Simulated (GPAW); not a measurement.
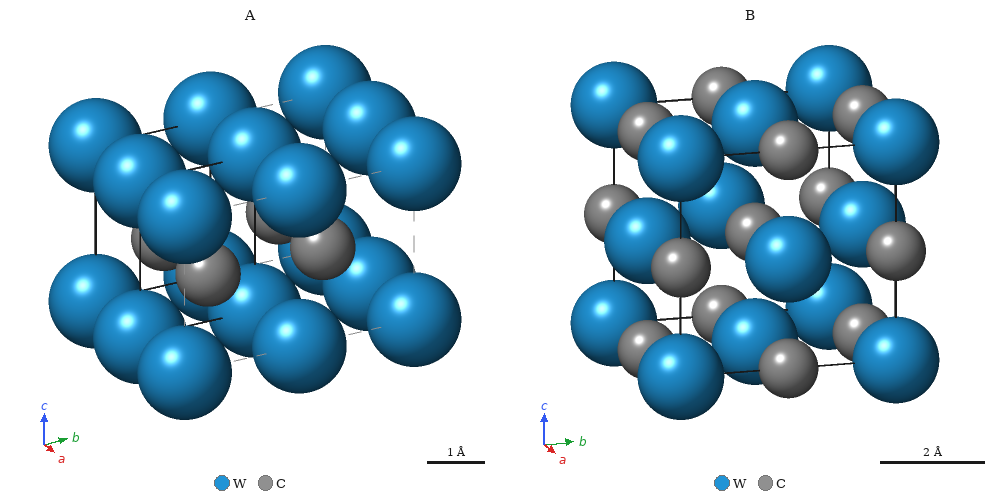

Two structures of WC, each relaxed (cell and atoms) at zero pressure; conventional cells in solid outline, small ones repeated, each panel with its own scale. Alike in all runs: GPAW 26.7.0; functional PBEsol; potentials PAW data sets generated in the run's folder for this functional; cutoff 800 eV; occupations fermi-dirac, width 0.05 eV; no spin polarisation; no spin-orbit coupling. The k meshes have like spacings.

**Give the type and space group of each panel.**

A: tungsten carbide (WC) type, P-6m2; B: rock salt (NaCl type), Fm-3m.

**Rank them by energy, lowest first.**

A, then B (+438 meV/atom), static energies at zero smearing.

**Collect the results in a table.**

| panel | space group | E − E(lowest) (meV/atom) | volume (Å³/atom) |
| --- | --- | --- | --- |
| A | P-6m2 | 0 | 10.3 |
| B | Fm-3m | 438 | 10.2 |

The starts are database entries or structure types tried for this composition, and the most stable form need not be among them.

Caveat: later steps reuse the first step's grids; spin-orbit coupling is left out, which matters for W, if less for volumes and forces than for levels.
